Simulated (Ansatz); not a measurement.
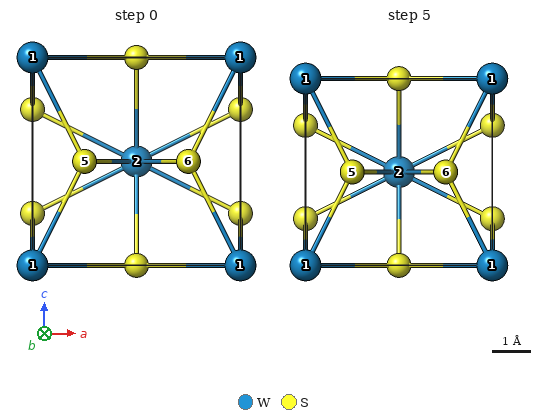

The structure of a crystal of WS$_{3}$ (built on the A15_223 type) (coarse preliminary run) before (left) and after (right) a relaxation, at one scale.

A ball-and-stick model of the cell of the calculation, seen along the b axis.

Case: A15 type (Pm-3n, No. 223).

All numbers below come from DFT PBE, scalar-relativistic, plane waves, PAW (Ansatz). Settings: plane-wave cutoff 420 eV; k-point mesh 4 × 4 × 4; occupations gaussian; smearing width 0.1 eV; no spin polarisation; cell and atoms relaxed; force threshold 0.04 eV/Å; at most 70 steps.

### What changed between the two?

The atoms keep their places relative to the cell (all moves are under 0.005 Å). The volume changes by −27.5 %, with a = b = c 5.474 → 4.918 Å (−10.2 %). Near-neighbour distances that change, for instance: S–W 3.060 → 2.749 Å. The space group stays Pm-3n (No. 223). Over 4 accepted moves (5 points after the start) the energy falls by 539 meV per atom. All forces vanish by symmetry, so only the cell relaxes. The pressure goes from −22.86 to 0.00 GPa. At 1 point the geometry stayed and the basis and grid were re-selected for the new cell (energy shift of 0.4 meV per atom at most each time). The run took 25 s on 1 thread of Arm Neoverse V2 (shared host), peak memory 0.41 GiB.
